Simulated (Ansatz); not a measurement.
# Localised basis functions on twisted h-AlN/h-SiC alternating trilayer, 38.21° (42 atoms), part 3 of 4

Aim: test how closely localised support functions follow the reference on twisted h-AlN/h-SiC alternating trilayer, 38.21° (42 atoms), and at what cost. A setting counts as converged where the r.m.s. difference of forces stays under 1 % of the r.m.s. force.

Ansatz 0.2.0; Kohn-Sham DFT, PBE+D3(BJ), PAW (set soft_2), plane waves.

The cell: 14 Al, 14 N, 7 Si and 7 C. Beside vacuum, support functions can miss their usual error bounds without a warning.

So far. Step 12 (Support functions medium, radius 5.81 Å): Forces differ from the reference by 0.11 meV/Å r.m.s., 0.031 % of their size, well within a tolerance of 1 %; the energy by -0.21 meV/atom. It took 6.4 times the reference's time (shared host, so rough). The two runs also began from different starting densities, which bears on cycles and time.

### Step 13. Changed: kpoints.mp_grid.grid = [2, 2, 1] and scf.n_extra_bands = 4

Changed here: kpoints.mp_grid.grid = [2, 2, 1] and scf.n_extra_bands = 4.

This step: Kohn-Sham DFT, PBE+D3(BJ), PAW (set soft_2), plane waves (Ansatz 0.2.0).

File input.yaml:

```yaml
crystal:
  lattice:
    - [8.2415, 0.0, 0.0]
    - [-4.12075, 7.13735, 0.0]
    - [0.0, 0.0, 20.35]
  atoms:
    [... the 42 atom lines of step 2 ...]
kpoints:
  mp_grid: { grid: [2, 2, 1] }
hamiltonian:
  xc: pbe
  dispersion: d3bj
scf:
  occupations: { method: fermi_dirac, width: 0.025 }
  n_extra_bands: 4
output:
  forces: true
  populations: true
  dos:
    method: { smearing: { sigma: 0.08 } }
    de: 0.1
    projected:
      site_lists:
        Al: [Al]
        C: [C]
        "N": ["N"]
        Si: [Si]
        layer_1: [0, 1, 2, 3, 4, 5, 6, 7, 8, 9, 10, 11, 12, 13]
        layer_2: [14, 15, 16, 17, 18, 19, 20, 21, 22, 23, 24, 25, 26, 27]
        layer_3: [28, 29, 30, 31, 32, 33, 34, 35, 36, 37, 38, 39, 40, 41]
  eigenvalues: true
```

On the command line:

```
ansatz run input.yaml --threads 4 --pin off --max-ram 8192MiB --backend cpu --events-out ev --progress --plain --runs-dir out
```

Numbers of over 12 decimals in the logs are rounded to 6 here.

The program printed:

```text
[...]
Crystal: 42 atoms, lattice volume = 1197.037 Å³
Basis set: ecut = 420 eV, 23439 PW (Γ), exchange–correlation on 120×120×288 points (8 copies of the dense FFT grid, shifted against one another)
Bands: 88, of which v1, the nominal top of the filled ones, is band 84 counted from 1 (83 counted from 0)
Symmetry: 1 space group operations
[...]
k-points: 4
[...]
SCF iter   1: F=—  HF=-19134.906742 eV  |F-HF|=—  |Δ(HF+E_count)|=         —  Δρ=2.09e-3  dr2=1.40e-1  ethr=1.77e-3  ⟨swp⟩=8.5  Hψ=2183  notcnv=0
[...]
SCF iter   9: F=-19134.900750 eV  HF=-19134.900750 eV  |F-HF|=5.02e-9  |Δ(HF+E_count)|=   1.71e-8  Δρ=1.03e-6  dr2=1.94e-8  ethr=5.95e-11  ⟨swp⟩=7.0  Hψ=1631  notcnv=0
SCF 1 converged in 9 iterations: F = -19134.900750 eV  dr2 = 1.94e-8
[...]
SCF converged after 9 iterations
Free energy (F): -19134.900750 eV
[...]
Internal energy: -19134.900750 eV  (E = F + TS)
E sigma→0 (E₀):  -19134.900750 eV
Fermi energy:    0.847302 eV
[...]
--- Forces (eV/Å), atoms counted from 1 ---
  atom   1  Al     0.10279222     0.19419471     0.22575951
  atom   2  N     -0.06081111    -0.74640256    -0.10663865
  atom   3  Al     0.00242144     0.34024817    -0.05044377
  atom   4  N      0.44474277    -0.39690181    -0.22292819
  atom   5  Al     0.17729240     0.58343024     0.03650470
  atom   6  N     -0.34463568    -0.17811599    -0.25727487
  atom   7  Al    -0.49371043    -0.50900819    -0.08733598
  atom   8  N     -0.47643045    -0.56650086    -0.41613688
  atom   9  Al     0.17150131     0.39257302     0.20985602
  atom  10  N      0.01602641     0.54560658    -0.06360389
  atom  11  Al     0.47746163     0.19202641    -0.10024616
  atom  12  N      0.13350578    -0.19280635    -0.07787335
  atom  13  Al     0.35230377    -0.15617786     0.13573486
  atom  14  N     -0.52074156     0.48525338    -0.19052839
[...]
atom  41  Al    -0.04598994     0.24051375    -0.32492059
  atom  42  N     -0.21709996    -0.51441602     0.34631417
  max |Σ_I F_I| component: 1.58e-5 eV/Å
--- Band table (eV) ---
[...]
--- Löwdin populations: 42 sites ---
  site symbol       q [e]
     0     Al      1.8539
     1      N      6.0786
     2     Al      1.8630
[...]
41      N      6.0795
  spilling = 0.010271 (of n_electrons = 168.000000)
```

Run time: 34 s. Hardware: 4 threads of Arm Neoverse N1, shared host; peak memory 3.1 GiB; 2.1 min of CPU time.

Forces differ from the reference by 3.1 meV/Å r.m.s., 0.87 % of their size, within a tolerance of 1 %; the energy by +0.59 meV/atom and the gap by -0.094 eV.

### Step 14. The ladder side by side

Each row is set against the plane-wave reference (Kohn-Sham DFT, PBE+D3(BJ), PAW (set soft_2), plane waves; r.m.s. force component 0.356 eV/Å). Energies are set beside the reference only for runs with its functional, potentials and electron count. Times are for 4 threads of Arm Neoverse N1, shared host. The reference's time includes the DOS, ELF and grids, which some other runs skip.

| run | Δ force, r.m.s. (meV/Å) | share of r.m.s. force (%) | Δ energy (meV/atom) | Δ gap (eV) | cycles | time | host memory (GiB) |
| --- | --- | --- | --- | --- | --- | --- | --- |
| reference | - | - | - | - | 8 | 93 s | 3.1 |
| plane waves at 750 eV (750 eV) | 0.164 | 0.0461 | -2.38 | 1.0e-4 | 8 | 2.2 min | 5.3 |
| kpoints.mp_grid.grid = [2, 2, 1] and scf.n_extra_bands = 4 | 3.10 | 0.871 | 0.595 | -0.0939 | 9 | 34 s | 3.1 |

### Step 15. The ladder side by side

Each row is set against the run with plane waves at 750 eV (Kohn-Sham DFT, PBE+D3(BJ), PAW (set soft_2), plane waves; r.m.s. force component 0.356 eV/Å). Energies are set beside the reference only for runs with its functional, potentials and electron count. Times are for 4 threads of Arm Neoverse N1, shared host.

| run | Δ force, r.m.s. (meV/Å) | share of r.m.s. force (%) | Δ energy (meV/atom) | Δ gap (eV) | cycles | time | host memory (GiB) |
| --- | --- | --- | --- | --- | --- | --- | --- |
| reference | - | - | - | - | 8 | 2.2 min | 5.3 |
| support functions medium | 0.192 | 0.054 | -0.206 | -1.0e-4 | 16 | 5.2 min | 2.7 |
| support functions low | 0.234 | 0.0656 | -0.206 | -2.0e-4 | 13 | 4.4 min | 2.6 |
| support functions high | 0.03 | 0.0084 | -0.157 | 0 | 17 | 11 min | 4.7 |
| support functions medium, radius 3.76 Å | 0.224 | 0.0629 | -0.206 | -2.0e-4 | 15 | 3.6 min | 2.7 |
| support functions medium, radius 4.07 Å | 0.205 | 0.0576 | -0.206 | -1.0e-4 | 14 | 4 min | 2.9 |
| support functions medium, radius 4.34 Å | 0.155 | 0.0435 | -0.206 | -1.0e-4 | 14 | 4.8 min | 3.2 |
| support functions medium, radius 4.65 Å | 0.14 | 0.0394 | -0.206 | -1.0e-4 | 14 | 6.3 min | 3.5 |
| support functions medium, radius 5.23 Å | 0.105 | 0.0295 | -0.206 | 0 | 14 | 10 min | 4.2 |
| support functions medium, radius 5.81 Å | 0.111 | 0.0312 | -0.206 | 0 | 14 | 14 min | 5.0 |

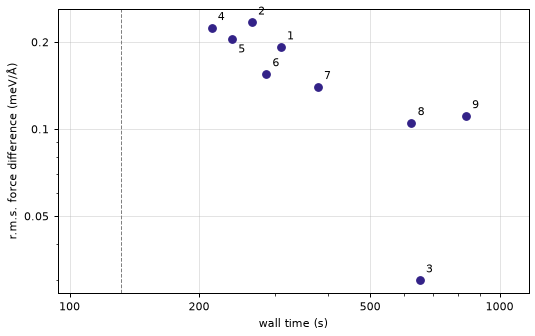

Force difference from the reference against wall time; the dashed line marks the reference's time. Points: 1 support functions medium; 2 support functions low; 3 support functions high; 4 support functions medium, radius 3.76 Å; 5 support functions medium, radius 4.07 Å; 6 support functions medium, radius 4.34 Å; 7 support functions medium, radius 4.65 Å; 8 support functions medium, radius 5.23 Å; 9 support functions medium, radius 5.81 Å.

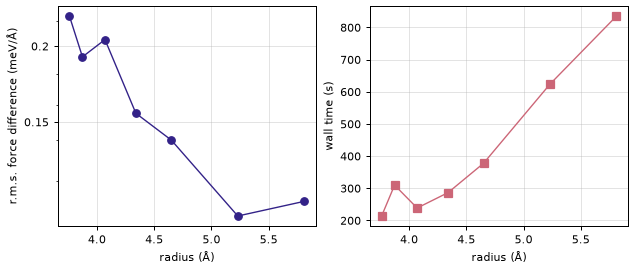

Force difference and time against the radius.

### Step 16. The first run in detail

The first run, on the default basis, asked for the full analyses, so its electronic structure is set out here.

Length of the force by element:

| element | coordination | atoms | mean length of the force (eV/Å) | spread | least | most |
| --- | --- | --- | --- | --- | --- | --- |
| Al | all | 14 | 0.510 | 0.244 | 0.0937 | 0.992 |
| C | all | 7 | 0.703 | 0.146 | 0.515 | 0.961 |
| N | all | 14 | 0.600 | 0.213 | 0.247 | 1.08 |
| Si | all | 7 | 0.500 | 0.250 | 0.217 | 0.900 |

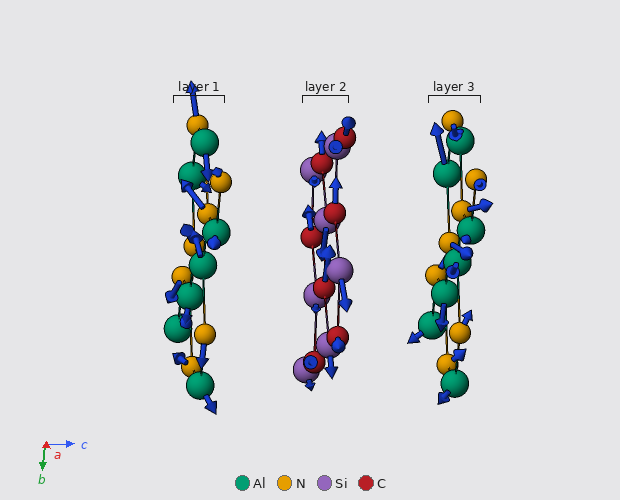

Forces as arrows; the longest in the cell is 1.08 eV/Å.

Löwdin charges by element (they lack the spilled electrons, 0.041 e an atom on average):

| element | coordination | atoms | mean charge (e) | spread | least | most |
| --- | --- | --- | --- | --- | --- | --- |
| Al | all | 14 | 1.14 | 0.004 | 1.14 | 1.15 |
| C | all | 7 | -0.96 | 0.0116 | -0.979 | -0.949 |
| N | all | 14 | -1.08 | 0.0038 | -1.09 | -1.08 |
| Si | all | 7 | 1.08 | 0.0104 | 1.06 | 1.10 |

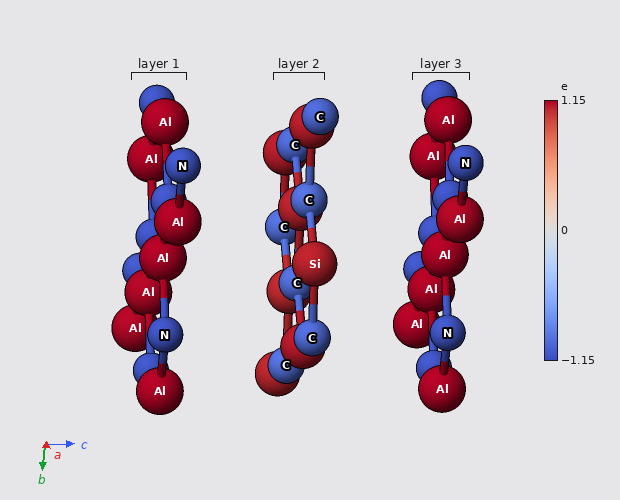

Atoms coloured by Löwdin charge.

By region:

| region | atoms | mean length of the force (eV/Å) |
| --- | --- | --- |
| layer 1 | 14 | 0.545 |
| layer 2 | 14 | 0.602 |
| layer 3 | 14 | 0.565 |

Density of states as counts of states in windows of 1 eV (from the Fermi level), total and the larger projections:

| from (eV) | to (eV) | total | N p | layer 2 | layer 3 | layer 1 | C p | Al p |
| --- | --- | --- | --- | --- | --- | --- | --- | --- |
| -14 | -13 | 16.7 | 0.0 | 4.1 | 6.1 | 6.3 | 0.3 | 3.2 |
| -13 | -12 | 4.3 | 0.0 | 4.2 | 0.0 | 0.0 | 0.2 | 0.0 |
| -12 | -11 | 2.9 | 0.0 | 2.8 | 0.0 | 0.0 | 0.1 | 0.0 |
| -11 | -10 | 0.0 | 0.0 | 0.0 | 0.0 | 0.0 | 0.0 | 0.0 |
| -10 | -9 | 0.1 | 0.0 | 0.1 | 0.0 | 0.0 | 0.0 | 0.0 |
| -9 | -8 | 5.7 | 0.0 | 5.6 | 0.0 | 0.0 | 2.9 | 0.0 |
| -8 | -7 | 2.7 | 0.0 | 2.7 | 0.0 | 0.0 | 1.4 | 0.0 |
| -7 | -6 | 8.9 | 4.0 | 2.9 | 3.1 | 2.9 | 1.6 | 0.6 |
| -6 | -5 | 21.7 | 10.2 | 6.4 | 7.4 | 7.7 | 3.5 | 2.0 |
| -5 | -4 | 15.8 | 7.0 | 6.2 | 4.9 | 4.6 | 3.8 | 1.3 |
| -4 | -3 | 25.3 | 13.2 | 7.8 | 8.7 | 8.5 | 5.3 | 3.3 |
| -3 | -2 | 29.1 | 19.8 | 5.4 | 11.5 | 11.8 | 3.9 | 3.3 |
| -2 | -1 | 15.0 | 10.2 | 3.6 | 5.5 | 5.5 | 2.9 | 0.8 |
| -1 | 0 | 1.8 | 0.9 | 0.8 | 0.4 | 0.5 | 0.7 | 0.0 |
| 0 | 1 | 1.8 | 0.1 | 1.3 | 0.2 | 0.2 | 0.2 | 0.3 |
| 1 | 2 | 5.6 | 0.4 | 3.4 | 0.8 | 0.8 | 0.6 | 0.5 |
| 2 | 3 | 10.7 | 0.6 | 5.4 | 1.8 | 1.8 | 1.3 | 1.4 |
| 3 | 4 | 14.5 | 1.3 | 3.9 | 4.0 | 3.6 | 1.2 | 5.0 |

The curve was stored every 0.100 eV, coarse against its broadening of 0.08 eV, so these counts are rough.

Between -16 and -14 eV lie 18 more states.

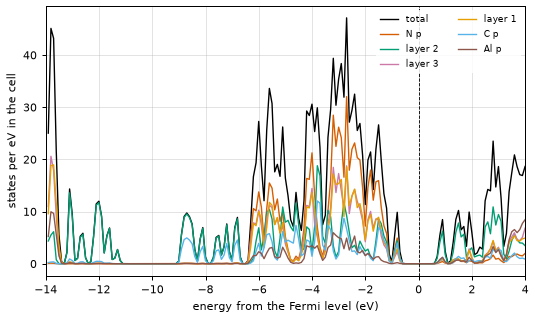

Total and projected density of states, with the broadening of the input.

The levels nearest the highest filled one (over half full), pooled over k-points and spins:

| level less the highest filled one (eV) | occupation |
| --- | --- |
| -0.440 | 2 |
| -0.387 | 2 |
| -0.0657 | 2 |
| -0.0574 | 2 |
| -0.0459 | 2 |
| 0 | 2 |
| 1.56 | 0 |
| 1.66 | 0 |
| 1.66 | 0 |
| 1.70 | 0 |
| 2.10 | 0 |
| 2.11 | 0 |

Planar average of the electrostatic potential energy along the normal, with the Fermi level as zero, after a running mean with a triangular window 4 Å wide at its base:

| height (Å) | potential energy (eV) |
| --- | --- |
| 0.0 | 3.96 |
| 0.8 | 3.97 |
| 1.6 | 3.97 |
| 2.4 | 3.98 |
| 3.3 | 3.97 |
| 4.1 | 3.84 |
| 4.8 | 3.02 |
| 5.7 | 0.00 |
| 6.5 | -3.55 |
| 7.2 | -4.38 |
| 8.1 | -2.85 |
| 8.9 | -3.93 |
| 9.8 | -7.31 |
| 10.5 | -7.64 |
| 11.3 | -4.19 |
| 12.2 | -2.64 |
| 13.0 | -4.17 |
| 13.7 | -3.99 |
| 14.6 | -0.69 |
| 15.4 | 2.60 |
| 16.1 | 3.70 |
| 17.0 | 3.92 |
| 17.8 | 3.94 |
| 18.7 | 3.95 |
| 19.4 | 3.95 |
| 20.2 | 3.96 |

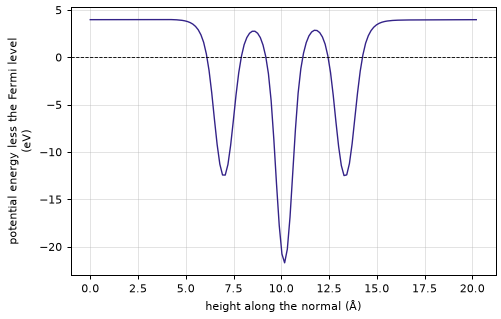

Planar average of the electrostatic potential energy; the dashed line is the Fermi level.

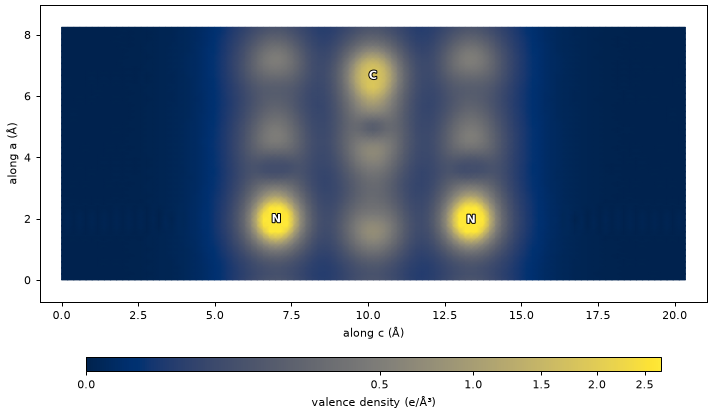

Valence density in the ca plane at fractional y = 0.044, with atoms of N and C within 0.2 Å of it. It is the smooth field of the valence electrons, not physical close to the nuclei. The colour scale is stretched toward low values.

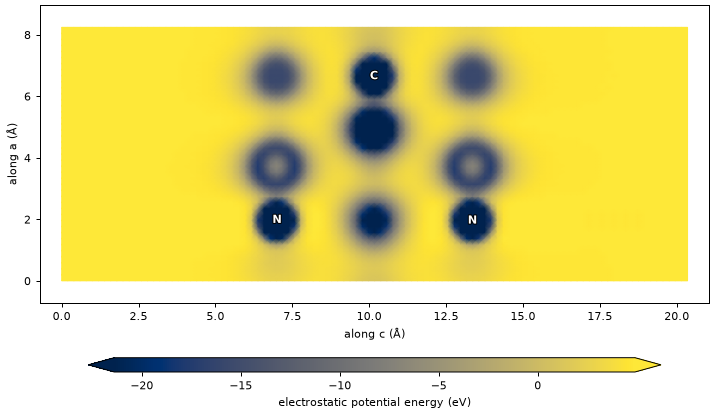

Electrostatic potential energy in the ca plane at fractional y = 0.044, with atoms of N and C within 0.2 Å of it. With pseudopotentials it is smooth inside the atoms' cores, unlike the true potential.

Mean Löwdin charges: Al +1.14, C -0.96, N -1.08, Si +1.08 e (they miss 1.0 % of the electrons, so they add up to more than the cell's charge). The potential stands 4.72 eV above the highest filled level over the upper face and 4.76 eV under the lower one, a reading of the ionisation potential at this level, but a rough one: there is no dipole correction, and the values are taken inside the vacuum, not at the faces.

[end of part 3 of 4]

[Logs are printed without paths, hosts, clocks, repeated set-up lines and the standing remarks that a program may print on its own settings, such as how far it seeks lower states.]

[Hosts, paths, dates, database ids (printed as entryN), source tags and the programs' standing remarks are cut or masked in the printed files.]
